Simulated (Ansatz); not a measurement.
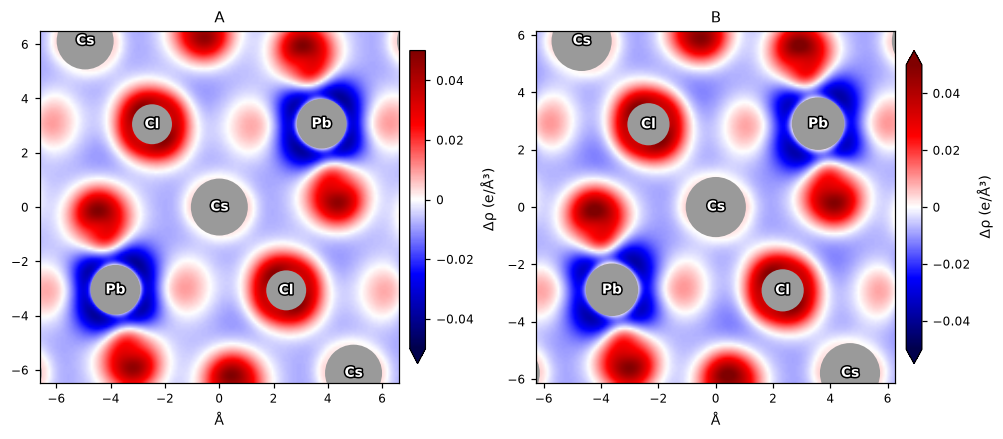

CsPbCl3: deformation density on the (111) plane of the conventional cell at two volumes, with the same fractional coordinates and one colour scale. Grey discs cover the cores.

Space group Amm2. The cell comes from a database of computed structures, not from a measurement.

The calculation used DFT PBE, scalar-relativistic, plane waves, PAW in Ansatz 0.2.0.

Q: How do the two volumes compare, and how does the bonding charge respond?

A: A is the larger cell: B has 85 % of the volume of A.
- The pressure is 0.7 GPa in A and 6.9 GPa in B.
- Bader charges in A: Cs +0.88, Pb +1.27 and Cl −0.72 e; in B: Cs +0.86, Pb +1.24 and Cl −0.70 e.
- The rearranged charge is 0.20 e an atom in A and 0.18 e in B.
